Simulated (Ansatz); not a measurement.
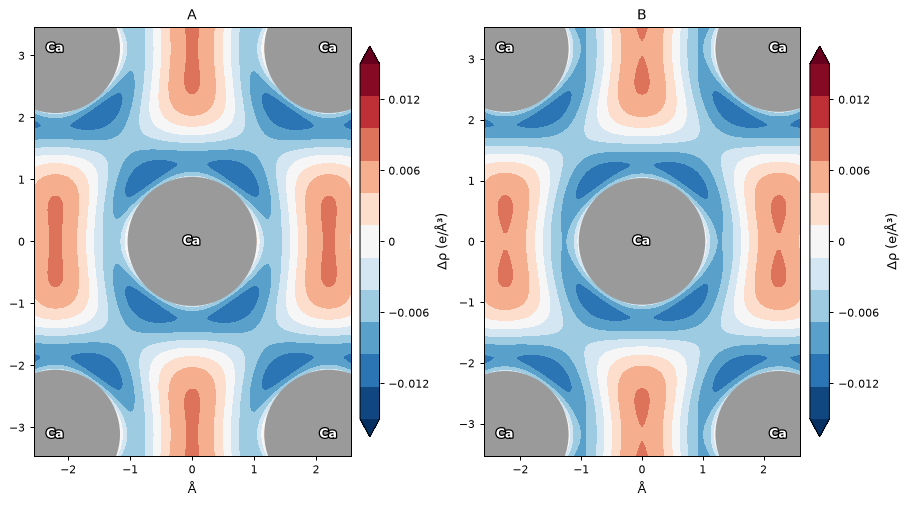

Ca: deformation density on the (011) plane of the conventional cell at two volumes, with the same fractional coordinates and one colour scale. Grey discs cover the cores. Panel B has 106 % of the volume of panel A.

Space group I4/mmm. This isn't the usual form at ambient conditions. The cell comes from a database of computed structures, not from a measurement.

Computed with DFT PBE, scalar-relativistic, plane waves, PAW in Ansatz 0.2.0.

**What changes between the database cell and the scaled one?**

The pressure is −0.2 GPa in A and −1.1 GPa in B. The rearranged charge is 0.12 e an atom in A and 0.12 e in B.
